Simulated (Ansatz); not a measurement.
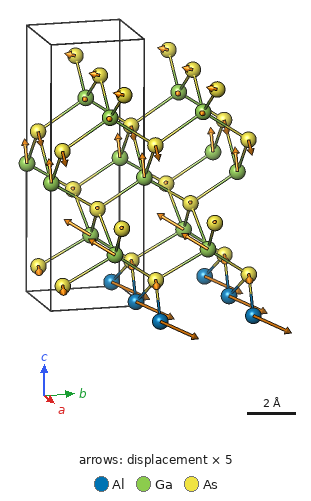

A relaxation of crystalline AlGa3As4 (a generated structure, set up in P1) (coarse preliminary run). The starting structure is drawn; orange arrows show the displacements (the part carried along by the change of the cell is left out), 5 times their true length.

A ball-and-stick model of the cell of the calculation, repeated 2 × 2 × 1 with one cell outlined, seen slightly off an axis.

Level of theory: DFT PBE, scalar-relativistic, plane waves, PAW (Ansatz 0.2.0). Settings: plane-wave cutoff 420 eV; k-point mesh 4 × 4 × 1; occupations gaussian; smearing width 0.1 eV; no spin polarisation; cell and atoms relaxed; force threshold 0.025 eV/Å; at most 60 steps.

### Describe the change and its energy.

The atom that moves furthest relative to the cell is the Al atom (0.37 Å roughly along [0 3 −1]). By element the largest moves are Al 0.37 Å, Ga 0.28 Å, As 0.16 Å. The volume changes by −0.6 %, with a 4.001 → 4.085 Å (+2.1 %), b 4.096 → 4.087 Å (−0.2 %), c 11.615 → 11.331 Å (−2.4 %), α 89.8° → 90.0°, β 89.7° → 89.9°. Some distances before and after: Al–As 2.966 → 2.479 Å, As–Ga 2.783 → 2.485 Å, As–Ga 2.302 → 2.491 Å, As–Ga 2.669 → 2.486 Å. Bond angles that change, for instance: Al–As–Ga 93.3° → 108.7°, As–Ga–As 96.0° → 110.5°, Ga–As–Ga 96.0° → 110.5°. Within 0.06 Å the space group is P1 at the start and P-4m2 at the end; at a tighter tolerance small leftover displacements or strains of the cell lower it. After 3 accepted moves (4 points after the start) the energy has fallen by 174 meV per atom. Largest force component: 1.9 eV/Å at the start, 0.0066 eV/Å at the end. Pressure: 2.24 GPa at the start and −0.02 GPa at the end. At 1 point the geometry stayed and the basis and grid were re-selected for the new cell (energy shift of less than 0.05 meV per atom at most each time).
